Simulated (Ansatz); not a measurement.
**Geometry relaxation of Si**

System: Si (P6₃/mmc, 4 atoms in the cell).
Method: DFT LDA, scalar-relativistic, plane waves, PAW, no spin polarisation (Ansatz 0.2.0).

The structure derives from a Materials Project entry. Figures and captions count atoms from 1; the log counts them from 0 in places.

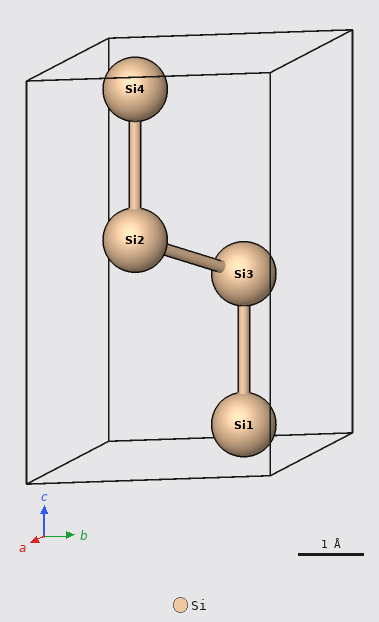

Fig. 1: The structure as given in the input (ball-and-stick view of the cell of the calculation, seen slightly off an axis; atoms are numbered from 1 in the order of the input). An atom can appear more than once, as a periodic image.

Input:
```yaml
crystal:
  lattice:
    - [3.8313174605, 0.0, 0.0]
    - [-1.9156587303, 3.3180182508, 0.0]
    - [0.0, 0.0, 6.3326220002]
  atoms:
    - { symbol: Si, position: [0.33333333, 0.66666667, 0.0630095] }
    - { symbol: Si, position: [0.66666667, 0.33333333, 0.5630095] }
    - { symbol: Si, position: [0.33333333, 0.66666667, 0.4369905] }
    - { symbol: Si, position: [0.66666667, 0.33333333, 0.9369905] }
basis:
  ecutwfc: 420
kpoints:
  mp_grid: { grid: [12, 12, 6] }
hamiltonian:
  xc: lda
scf:
  occupations: { method: gaussian, width: 0.02 }
output:
  forces: true
  stress: true
  eigenvalues: true
  write_density: true
  write_potential: true
  elf: true
  volumetric_format: npy
relax:
  adjacent_minimum: "off"
  f_tol: 0.005
  max_steps: 80
  cell: { stress_tol: 0.05 }
```

Run on 2 threads of Intel Xeon (Granite Rapids), 32 GiB of memory available, shared host.

Run as:
```bash
ansatz run input.yaml --threads 2 --pin off --max-ram 5120MiB --backend cpu --events-out ev --progress --plain --runs-dir out
```

Log:
```
Engine: ansatz 0.2.0, x86_64-unknown-linux-gnu
Pseudopotentials: kind: paw
Pseudopotential: Si, paw, valence charge 4, recommended cutoff 420 eV (normal), Si.paw.azcp
Functional definition: SPW92
  exchange = slater_x
  correlation = pw_c
Crystal: 4 atoms, lattice volume = 80.503 Å³
Basis set: ecut = 420 eV, 1581 PW (Γ)
Bands: 12, of which v1, the nominal top of the filled ones, is band 8 counted from 1 (7 counted from 0)
Symmetry: 24 space group operations
Space group: P63/mmc (ITA 194), of the structure as read, at distance tolerance 4.3e-5 Å
k-points: 76 of 864
Non-local potential: Si, projectors of the file, l = 0: 2, l = 1: 2, l = 2: 2
PAW form: soft (Blöchl's): semilocal exchange-correlation on the pseudo side does not see the compensation charge
PAW frozen core: Si, regenerated for the run's functional, and the local potential with it (the file was generated under x = pbe(κ = 0.804, μ = 0.2195149727645171), c = pbe(β = 0.06672455060314922))
PAW one-centre angular grid: Si, 110 points (default); XC on 64 Gauss nodes
Initial density: superposition of atomic densities (neutral atoms: chi_scale 0, normalization atom), corrected by the library's trained network
Initial wavefunctions: pseudopotential atomic-orbital guess
Functional: x = slater, c = lda
SCF iter   1: F=—  HF=-2434.543671 eV  |F-HF|=—  |Δ(HF+E_count)|=         —  Δρ=3.95e-3  dr2=7.54e-3  ethr=1.77e-3  ⟨swp⟩=6.5  Hψ=6731  notcnv=0
preconditioner: auto → none  [insulator: Δε(μ)=0.325 eV  Ē_g=7.793 eV  σ=0.020 eV  W_gap=1.00  n_scr=10 (ndim 8)  ℏωp=16.6 eV  f_vac=0.000  D(μ)=0.00/eV (n_scr^D=0)  ε∞_Penn≈5.5]
SCF iter   2: F=—  HF=-2434.542696 eV  |F-HF|=—  |Δ(HF+E_count)|=   9.75e-4  Δρ=1.84e-3  dr2=1.54e-3  ethr=4.71e-5  ⟨swp⟩=2.3  Hψ=1988  notcnv=0
SCF iter   3: F=—  HF=-2434.542451 eV  |F-HF|=—  |Δ(HF+E_count)|=   2.46e-4  Δρ=9.48e-5  dr2=4.53e-6  ethr=9.65e-6  ⟨swp⟩=1.2  Hψ=1010  notcnv=0
SCF iter   4: F=—  HF=-2434.542453 eV  |F-HF|=—  |Δ(HF+E_count)|=   2.21e-6  Δρ=1.68e-5  dr2=1.64e-7  ethr=2.83e-8  ⟨swp⟩=2.2  Hψ=1511  notcnv=0
iter 5 did not close the SCF: its close was put off for the readings that it lacked (scf_convergence_deferred on its scf_iter line)
SCF iter   5: F=-2434.542453 eV  HF=-2434.542453 eV  |F-HF|=1.53e-9  |Δ(HF+E_count)|=   3.82e-8  Δρ=4.86e-6  dr2=8.17e-9  ethr=1.02e-9  ⟨swp⟩=2.5  Hψ=1475  notcnv=0
SCF iter   6: F=-2434.542453 eV  HF=-2434.542453 eV  |F-HF|=7.19e-11  |Δ(HF+E_count)|=   1.95e-9  Δρ=3.22e-7  dr2=1.27e-10  ethr=5.11e-11  ⟨swp⟩=5.1  Hψ=4912  notcnv=0
SCF 1 converged in 6 iterations: F = -2434.542453 eV  dr2 = 1.27e-10
  greatest PAW one-centre occupation: 0.639 electrons in one spin orbital (limit 2), on the Si atom at site 3 (counted from 0), in its partial waves of l = 0
relax step   1: F+E_penalty+E_count = -2434.54245276 eV  Δ(F+E_penalty+E_count) = +0.000e0 eV  max|allowed force component| = 1.307e-2 eV/Å  Δτ_max = 0.0000 Å  P = -2.041 GPa  Ω = 80.503 Å³  (6 SCF iters, dr2 threshold 1.00e-7 eV, accepted)
Crystal: 4 atoms, lattice volume = 79.126 Å³
Basis set: ecut = 420 eV, 1521 PW (Γ)
Initial density: handed on by an earlier stage of this run
Initial wavefunctions: those handed on with the density
iter 1 solved again at ethr=8.11e-6 eV; its pass at ethr=3.10e-3 eV (dr2=1.30e-3 eV) is discarded
SCF iter   1: F=—  HF=-2434.554278 eV  |F-HF|=—  |Δ(HF+E_count)|=         —  Δρ=1.09e-3  dr2=1.36e-3  ethr=8.11e-6  ⟨swp⟩=2.6  Hψ=7300  notcnv=0
preconditioner: auto → none  [insulator: Δε(μ)=0.296 eV  Ē_g=7.858 eV  σ=0.020 eV  W_gap=1.00  n_scr=10 (ndim 8)  ℏωp=16.7 eV  f_vac=0.000  D(μ)=0.00/eV (n_scr^D=0)  ε∞_Penn≈5.5]
SCF iter   2: F=—  HF=-2434.553762 eV  |F-HF|=—  |Δ(HF+E_count)|=   5.16e-4  Δρ=3.73e-4  dr2=1.39e-4  ethr=8.11e-6  ⟨swp⟩=2.0  Hψ=1520  notcnv=0
SCF iter   3: F=—  HF=-2434.553709 eV  |F-HF|=—  |Δ(HF+E_count)|=   5.30e-5  Δρ=4.94e-5  dr2=1.42e-6  ethr=8.67e-7  ⟨swp⟩=2.4  Hψ=1556  notcnv=0
SCF iter   4: F=-2434.553709 eV  HF=-2434.553709 eV  |F-HF|=1.37e-9  |Δ(HF+E_count)|=   3.26e-7  Δρ=2.54e-6  dr2=5.24e-9  ethr=2.50e-9  ⟨swp⟩=10.0  Hψ=7265  notcnv=0
SCF 2 converged in 4 iterations: F = -2434.553709 eV  dr2 = 5.24e-9
  greatest PAW one-centre occupation: 0.640 electrons in one spin orbital (limit 2), on the Si atom at site 3 (counted from 0), in its partial waves of l = 0
relax step   2: F+E_penalty+E_count = -2434.55370894 eV  Δ(F+E_penalty+E_count) = -1.126e-2 eV  max|allowed force component| = 7.932e-3 eV/Å  Δτ_max = 0.0004 Å  P = -0.464 GPa  Ω = 79.126 Å³  energy of the carried Pulay correction = +3.776e-4 eV  (4 SCF iters, dr2 threshold 4.00e-7 eV, accepted)
Crystal: 4 atoms, lattice volume = 78.730 Å³
iter 1 solved again at ethr=7.06e-7 eV; its pass at ethr=3.10e-3 eV (dr2=1.13e-4 eV) is discarded
SCF iter   1: F=—  HF=-2434.554426 eV  |F-HF|=—  |Δ(HF+E_count)|=         —  Δρ=3.19e-4  dr2=1.17e-4  ethr=7.06e-7  ⟨swp⟩=2.5  Hψ=6969  notcnv=0
preconditioner: auto → none  [insulator: Δε(μ)=0.276 eV  Ē_g=7.872 eV  σ=0.020 eV  W_gap=1.00  n_scr=10 (ndim 8)  ℏωp=16.7 eV  f_vac=0.000  D(μ)=0.00/eV (n_scr^D=0)  ε∞_Penn≈5.5]
SCF iter   2: F=—  HF=-2434.554382 eV  |F-HF|=—  |Δ(HF+E_count)|=   4.44e-5  Δρ=1.10e-4  dr2=1.21e-5  ethr=7.06e-7  ⟨swp⟩=2.0  Hψ=1521  notcnv=0
SCF iter   3: F=-2434.554377 eV  HF=-2434.554377 eV  |F-HF|=3.29e-8  |Δ(HF+E_count)|=   4.65e-6  Δρ=1.46e-5  dr2=1.22e-7  ethr=2.50e-9  ⟨swp⟩=7.9  Hψ=7360  notcnv=0
SCF 3 converged in 3 iterations: F = -2434.554377 eV  dr2 = 1.22e-7
  greatest PAW one-centre occupation: 0.641 electrons in one spin orbital (limit 2), on the Si atom at site 2 (counted from 0), in its partial waves of l = 0
relax step   3: F+E_penalty+E_count = -2434.55437685 eV  Δ(F+E_penalty+E_count) = -6.679e-4 eV  max|allowed force component| = 6.940e-4 eV/Å  Δτ_max = 0.0002 Å  P = +0.018 GPa  Ω = 78.730 Å³  energy of the carried Pulay correction = +4.874e-4 eV  (3 SCF iters, dr2 threshold 4.00e-7 eV, accepted)
Initial wavefunctions: pseudopotential atomic-orbital guess (no wavefunctions were taken with the density)
iter 1 solved again at ethr=5.57e-8 eV; its pass at ethr=3.10e-3 eV (dr2=8.91e-6 eV) is discarded
SCF iter   1: F=—  HF=-2434.553931 eV  |F-HF|=—  |Δ(HF+E_count)|=         —  Δρ=2.45e-5  dr2=1.53e-7  ethr=5.57e-8  ⟨swp⟩=3.0  Hψ=9533  notcnv=0
preconditioner: auto → none  [insulator: Δε(μ)=0.271 eV  Ē_g=7.870 eV  σ=0.020 eV  W_gap=1.00  n_scr=10 (ndim 8)  ℏωp=16.7 eV  f_vac=0.000  D(μ)=0.00/eV (n_scr^D=0)  ε∞_Penn≈5.5]
SCF iter   2: F=—  HF=-2434.553931 eV  |F-HF|=—  |Δ(HF+E_count)|=   4.47e-7  Δρ=1.22e-5  dr2=3.65e-8  ethr=9.59e-10  ⟨swp⟩=1.4  Hψ=989  notcnv=0
SCF iter   3: F=—  HF=-2434.553931 eV  |F-HF|=—  |Δ(HF+E_count)|=   2.17e-8  Δρ=3.89e-7  dr2=8.06e-11  ethr=2.28e-10  ⟨swp⟩=1.1  Hψ=951  notcnv=0
SCF iter   4: F=-2434.553931 eV  HF=-2434.553931 eV  |F-HF|=9.09e-13  |Δ(HF+E_count)|=  5.64e-11  Δρ=9.95e-8  dr2=2.69e-12  ethr=1.00e-12  ⟨swp⟩=6.2  Hψ=4327  notcnv=0
SCF 4 converged in 4 iterations: F = -2434.553931 eV  dr2 = 2.69e-12
  greatest PAW one-centre occupation: 0.641 electrons in one spin orbital (limit 2), on the Si atom at site 3 (counted from 0), in its partial waves of l = 0
relax step   4: F+E_penalty+E_count = -2434.55393137 eV  Δ(F+E_penalty+E_count) = +4.455e-4 eV  max|allowed force component| = 7.010e-4 eV/Å  Δτ_max = 0.0000 Å  P = +0.010 GPa  Ω = 78.730 Å³  stress off target by 2.17e-2 GPa  SCF on the basis re-selected at this cell (its energy is not comparable with the rows above)  (4 SCF iters)
```

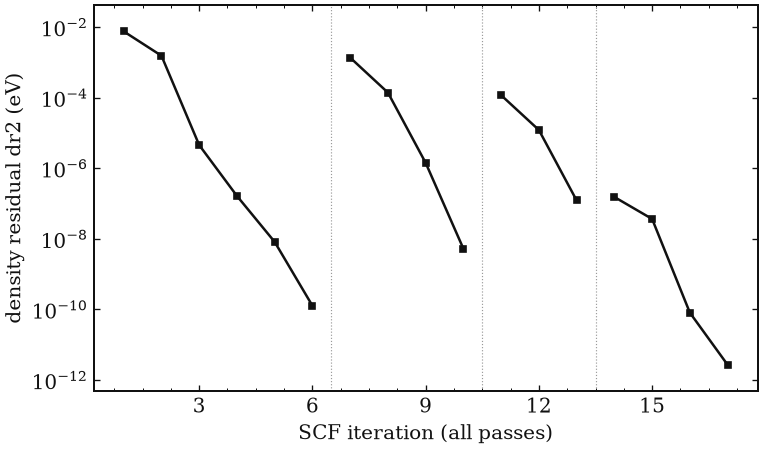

Fig. 2: Convergence of the self-consistent field: density residual dr2 against the SCF iteration. The dotted lines part the SCF passes of the relaxation: geometry steps, rejected trials and re-solves on a re-selected basis. The passes take 6, 4, 3 and 4 iterations.

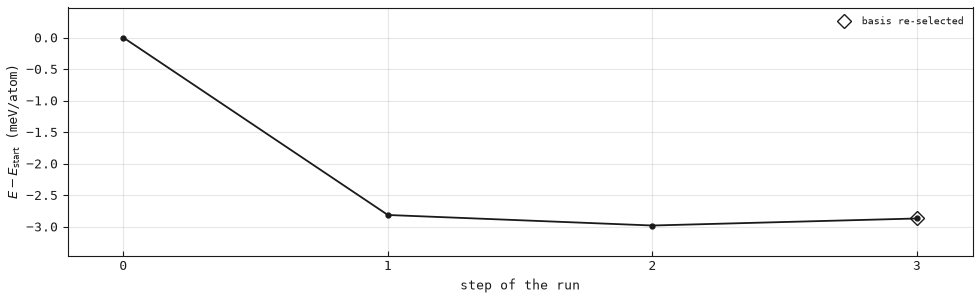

Fig. 3: Progress of the relaxation, step by step (the first geometry is step 0 here and step 1 in the log).

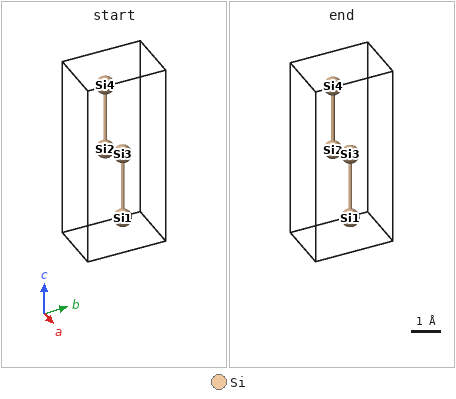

Fig. 4: Before (left) and after (right) the relaxation, at one scale (ball-and-stick view of the cell of the calculation, seen at an oblique angle). Over 2 geometry steps the energy falls by 3.0 meV per atom. Largest force component: 0.013 eV/Å at the start, 0.0007 eV/Å at the end. The pressure goes from −2.04 to 0.01 GPa. The atoms keep their places relative to the cell (all moves are under 0.005 Å). The drawn cell changes as follows: a = b 3.831 → 3.802 Å (−0.8 %), c 6.333 → 6.289 Å (−0.7 %); the volume changes by −2.2 %. Distances before and after: Si1–Si4 2.352 → 2.334 Å, Si1–Si3 2.368 → 2.352 Å. The space group stays P6_3/mmc (No. 194). A last SCF at the same geometry on a re-selected plane-wave basis shifts the energy by +0.1 meV per atom. (Atoms are counted from 1 in the order of the input.)

```
basis re-selected at this cell: Δ(F+E_penalty+E_count) = +4.455e-4 eV, ΔP = -0.008 GPa vs the last step (what re-selecting the basis moved, of the pressure what is left beyond the Pulay correction that the steps carried, after the strain that the cell walked since its last selection, with what the two solves' SCF thresholds leave and, on support functions, any second-order correction that the steps lacked; it is no measure of the basis error at this ecutwfc). This SCF's stress stands 2.17e-2 GPa from its target on what of the cell is left free (relax.cell.stress_tol is 5.00e-2 GPa) and its largest allowed force component is 7.01e-4 eV/Å (relax.f_tol is 5.00e-3 eV/Å): within both
SCF converged after 4 iterations
Free energy (F): -2434.553931 eV
Harris-Foulkes:  -2434.553931 eV  (|F-HF|=9.09e-13)
Internal energy: -2434.553931 eV  (E = F + TS)
E sigma→0 (E₀):  -2434.553931 eV
Fermi energy:    6.629294 eV
--- Per-component energies (eV) ---
  E_band       = 17.711112
  E_kinetic    = 163.012174
  E_local      = -112.775337  (includes V_loc(G=0)·N_el)
  E_nonlocal   = 108.498517
  E_hartree    = 29.910371
  E_xc         = -219.745718
  E_vxc        = -189.185678  (∫ρ·V_xc dr)
  E_paw        = -1944.736474  (= ΣΔE_a)
  E_vpaw       = -11.659336  (= ΣTr[D̂ρ^β])
  E_aug_tail   = 0.000022  (compensation charges beyond the density's cutoff)
  E_ewald      = -459.054809
  E_core_change = 0.337323  (= ΣΔE_core)
  E_smearing   = -0.000000  (= −TS)
  E_closure    = -0.000000  (closes the sum)
  Σ components = -2434.553931   (vs F -2434.553931, Δ=0.00e0)
--- Forces (eV/Å), atoms counted from 1 ---
  atom   1  Si    -0.00000000     0.00000000     0.00070101
  atom   2  Si     0.00000000    -0.00000000     0.00070101
  atom   3  Si    -0.00000000     0.00000000    -0.00070101
  atom   4  Si    -0.00000000     0.00000000    -0.00070101
  max |Σ_I F_I| component: 9.25e-17 eV/Å
--- Stress (GPa, compression-positive) ---
        0.003657      -0.000000      -0.000000
       -0.000000       0.003657       0.000000
       -0.000000       0.000000       0.021660
  P = ⅓ Tr σ = 0.0097 GPa (0.097 kbar)
--- Band table (eV; the first three rows and the last of 76) ---
  k-point 0: bands = ["-5.8663", "-3.5281", "-0.8607", "4.9504", "4.9504", "6.1272", "6.4938", "6.4938", "7.4805", "8.4488", "8.4488", "8.7935"]
  k-point 1: bands = ["-5.7750", "-3.8629", "-0.3547", "5.0209", "5.0209", "5.2562", "6.3228", "6.3228", "7.5721", "8.6005", "8.6005", "9.1026"]
  k-point 2: bands = ["-5.5038", "-4.4851", "0.7759", "3.7299", "5.2272", "5.2272", "5.9473", "5.9473", "7.8413", "8.7785", "8.9622", "8.9622"]
  k-point 75: bands = ["-2.3404", "-2.3404", "-1.0169", "-1.0169", "1.8723", "1.8723", "4.4607", "4.4607", "7.9786", "7.9786", "9.9752", "9.9752"]
--- Relaxed structure (3 steps of the walk, 3 accepted, 1 SCFs on fresh bases) ---
  F+E_penalty+E_count = -2434.55393137 eV   max|allowed force component| = 7.010e-4 eV/Å   (the final SCF, on the basis selected at the relaxed cell)
  cell:  # Å, volume = 78.7298 Å³
    - [3.8019754850229956, 2.86462976877997e-11, 0.0]
    - [-1.900987742536306, 3.2926073545812535, 0.0]
    - [0.0, 0.0, 6.289120184053944]
  atoms:
    - { symbol: Si, position: [0.33333333333333326, 0.6666666666666666, 0.06303329181040346] }
    - { symbol: Si, position: [0.6666666666666665, 0.3333333333333333, 0.5630332918104035] }
    - { symbol: Si, position: [0.33333333333333326, 0.6666666666666666, 0.43696670818959654] }
    - { symbol: Si, position: [0.6666666666666665, 0.3333333333333333, 0.9369667081895966] }
```

Trajectory as extended XYZ (Å, eV, eV/Å), 4 frames, from step=1 to step=4:
```
4
Lattice="3.8313 0.0000 0.0000 -1.9157 3.3180 0.0000 0.0000 0.0000 6.3326" Properties=species:S:1:pos:R:3:forces:R:3 step=1 energy=-2434.54245 pressure_GPa=-2.04
Si    0.0000    2.2120    0.3990    0.0000   0.0000  -0.0131
Si    1.9157    1.1060    3.5653    0.0000   0.0000  -0.0131
Si    0.0000    2.2120    2.7673    0.0000   0.0000   0.0131
Si    1.9157    1.1060    5.9336    0.0000   0.0000   0.0131
4
Lattice="3.8084 0.0000 0.0000 -1.9042 3.2982 0.0000 0.0000 0.0000 6.2995" Properties=species:S:1:pos:R:3:forces:R:3 step=2 energy=-2434.55371 pressure_GPa=-0.46
Si    0.0000    2.1988    0.3973    0.0000   0.0000  -0.0079
Si    1.9042    1.0994    3.5471    0.0000   0.0000  -0.0079
Si    0.0000    2.1988    2.7524    0.0000   0.0000   0.0079
Si    1.9042    1.0994    5.9022    0.0000   0.0000   0.0079
4
Lattice="3.8020 0.0000 0.0000 -1.9010 3.2926 0.0000 0.0000 0.0000 6.2891" Properties=species:S:1:pos:R:3:forces:R:3 step=3 energy=-2434.55438 pressure_GPa=0.02
Si    0.0000    2.1951    0.3964    0.0000   0.0000   0.0007
Si    1.9010    1.0975    3.5410    0.0000   0.0000   0.0007
Si    0.0000    2.1951    2.7481    0.0000   0.0000  -0.0007
Si    1.9010    1.0975    5.8927    0.0000   0.0000  -0.0007
4
Lattice="3.8020 0.0000 0.0000 -1.9010 3.2926 0.0000 0.0000 0.0000 6.2891" Properties=species:S:1:pos:R:3:forces:R:3 step=4 energy=-2434.55393 pressure_GPa=0.01
Si    0.0000    2.1951    0.3964    0.0000   0.0000   0.0007
Si    1.9010    1.0975    3.5410    0.0000   0.0000   0.0007
Si    0.0000    2.1951    2.7481    0.0000   0.0000  -0.0007
Si    1.9010    1.0975    5.8927    0.0000   0.0000  -0.0007
```

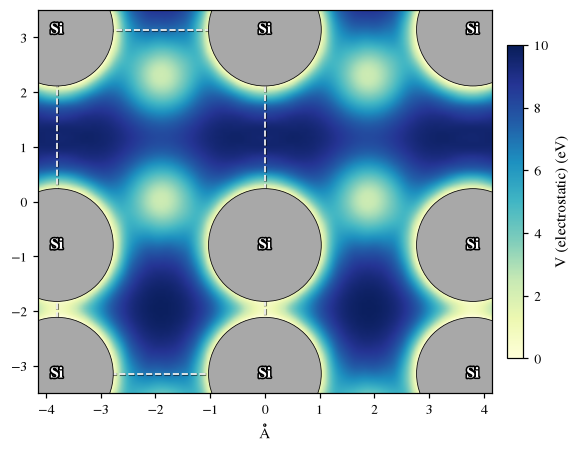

Fig. 5: Electrostatic potential (local pseudopotential plus Hartree) felt by an electron on the (010) plane of the conventional cell. Grey discs, where drawn, cover atomic cores. Outside the cores the potential energy rises away from the atoms and is highest about 2.2 Å from the nearest atoms; outside the discs it spans about 10 eV, and its zero is arbitrary. Core electrons are frozen (PAW), so the fields are smoothed inside the atomic spheres.

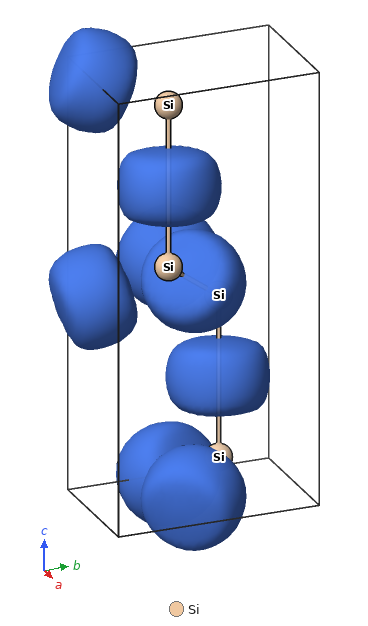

Fig. 6: Isosurface of the ELF at 0.75 (blue), seen slightly off an axis. Only the valence region is drawn (cores and ρ < 0.01 e/Å³ removed). Sticks mark near contacts. The outline is the cell set on symmetry axes. Values along the shortest contacts:

Results in brief:

- outcome: converged
- space group (tolerance 0.01 Å): P6₃/mmc (194)
- electrons treated: 16
- free energy: −2434.5539 eV
- Fermi energy: 6.629 eV
- gap on the k-point mesh: 0.27 eV
- pressure: 0.01 GPa
- final volume: 78.73 Å³
- largest force (length of the vector) at the end: 0.001 eV/Å
- final cell: a = 3.802 Å, b = 3.802 Å, c = 6.289 Å, α = 90.00°, β = 90.00°, γ = 120.00°
- wall time: 4.6 s (CPU time 8.9 s)
- peak memory: 0.45 GiB
